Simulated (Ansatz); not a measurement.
# Calculations on FeNi

Part 1: Relaxation

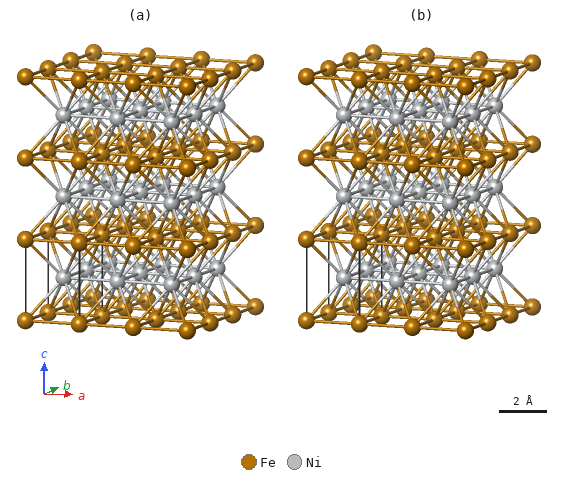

The structure of crystalline FeNi (set up in P4/mmm) before (left) and after (right) a relaxation, at one scale.

A ball-and-stick model of the cell of the calculation, repeated 3 × 3 × 3 with one cell outlined, seen slightly off an axis.

These are results of DFT PBEsol, scalar-relativistic, plane waves, PAW in Ansatz, not measurements. (plane-wave cutoff 420 eV; k-point mesh 16 × 16 × 12; occupations gaussian; smearing width 0.1 eV; collinear spin; cell and atoms relaxed; force threshold 0.005 eV/Å; at most 80 steps)

### Describe what moved and what it gained.

The energy falls by 17.4 meV per cell of the calculation in 4 accepted moves (5 points after the start). All forces vanish by symmetry, so only the cell relaxes. Pressure: −6.53 GPa at the start and 0.00 GPa at the end. The SCF was repeated once at an unchanged geometry on a basis and grid sized afresh for the cell, which shifted the energy by 0.4 meV per cell of the calculation at most. The atoms keep their places relative to the cell (all moves are under 0.005 Å). Cell: a = b 2.512 → 2.468 Å (−1.8 %), c 3.531 → 3.533 Å (+0.1 %). Volume −3.4 %. Among the contacts that change: Fe–Fe 2.512 → 2.468 Å, Ni–Ni 2.512 → 2.468 Å, Fe–Ni 2.504 → 2.483 Å. The space group stays P4/mmm (No. 123). The run took of the order of 110 core-seconds on a shared host.

Part 2: Relaxation

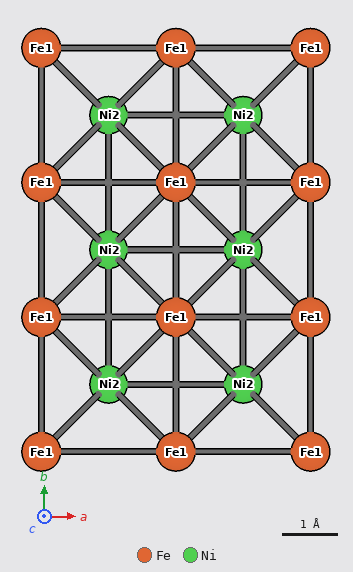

A crystal of FeNi (set up in P4/mmm), before the relaxation. A ball-and-stick model of the cell of the calculation, repeated 2 × 3 × 1 with one cell outlined, seen along the c axis.

Case: uniaxial strain along c of -3.0 %; a, b and atoms relaxed.

Theory: DFT PBEsol, scalar-relativistic, plane waves, PAW in Ansatz.

Input file:
```yaml
crystal:
  lattice:
    - [2.4866548838, 0.0, 0.0]
    - [0.0, 2.4866548838, 0.0]
    - [0.0, 0.0, 3.4269463219]
  atoms:
    - { symbol: Fe, position: [0.0, 0.0, 0.0], spin: 2.79 }
    - { symbol: Ni, position: [0.5, 0.5, 0.5], spin: 0.75 }
basis:
  ecutwfc: 420
kpoints:
  mp_grid: { grid: [16, 16, 12] }
hamiltonian:
  xc: pbesol
scf:
  occupations: { method: gaussian, width: 0.1 }
output:
  forces: true
  stress: true
  eigenvalues: true
  populations: true
magnetization:
  spin_polarized: true
relax:
  adjacent_minimum: "off"
  f_tol: 0.008
  max_steps: 40
  cell: { stress_tol: 0.015, fix: [c, angles] }
```

Run as
```bash
ansatz run input.yaml --threads 1 --pin off --max-ram 1331MiB --backend cpu --events-out ev --progress --plain --runs-dir out
```

> Where does the relaxation end?

No atom moves by more than 0.005 Å relative to the cell. The drawn cell changes as follows: a = b 2.487 → 2.498 Å (+0.4 %), c unchanged at 3.427 Å; the volume changes by +0.9 %. Among the contacts that change: Fe1–Fe1 2.487 → 2.498 Å, Ni2–Ni2 2.487 → 2.498 Å, Fe1–Ni2 2.455 → 2.461 Å. The space group stays P4/mmm (No. 123). Over 2 accepted moves (3 points after the start) the energy falls by 1.2 meV per cell of the calculation. All forces vanish by symmetry, so only the cell relaxes. Pressure: 4.09 GPa at the start and 2.17 GPa at the end. The SCF was repeated once at an unchanged geometry on a basis and grid sized afresh for the cell, which shifted the energy by 0.1 meV per cell of the calculation at most.

Part 3: Series

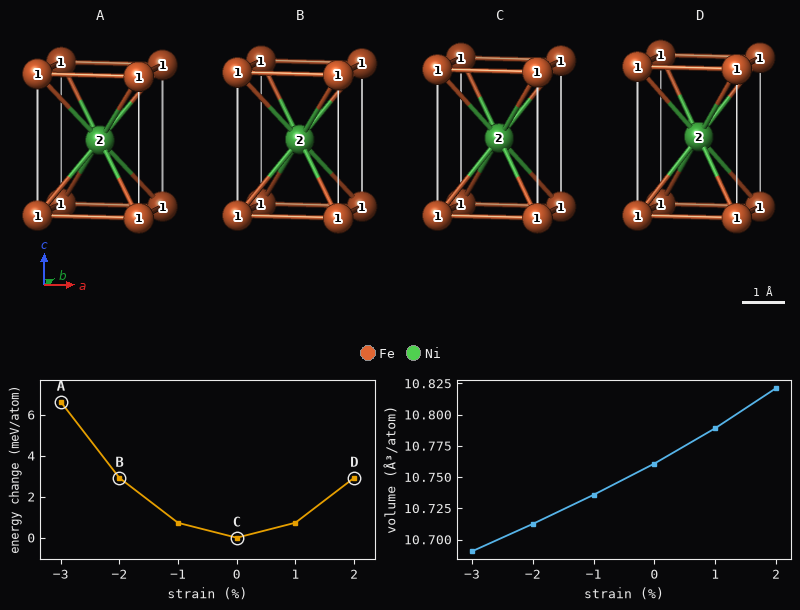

Members of a series of calculations on a crystal of FeNi (set up in P4/mmm), marked on the first curve. A ball-and-stick model of the cell of the calculation, seen slightly off an axis.

The calculation used Ansatz 0.2.0, DFT PBEsol, scalar-relativistic, plane waves, PAW. Settings: plane-wave cutoff 420 eV; k-point mesh 16 × 16 × 12; occupations gaussian; smearing width 0.1 eV; collinear spin.

**Which kind of strain is it, and how does the structure respond?**

Uniaxial strain along c; a, b and atoms relaxed. A (strain −3.0 %): energy change 6.6 meV/atom, volume 10.69 Å³ per atom. B (strain −2.0 %): energy change 2.9 meV/atom, volume 10.71 Å³ per atom. C (strain 0.0 %): energy change 0.0 meV/atom, volume 10.76 Å³ per atom. D (strain 2.0 %): energy change 2.9 meV/atom, volume 10.82 Å³ per atom. The rest compares A with D. The drawn cell changes as follows: a = b 2.498 → 2.451 Å (−1.9 %), c 3.427 → 3.604 Å (+5.2 %); the volume changes by +1.2 %. Among the bonded contacts that change: Fe–Fe 2.498 → 2.451 Å, Ni–Ni 2.498 → 2.451 Å, Fe–Ni 2.461 → 2.500 Å.
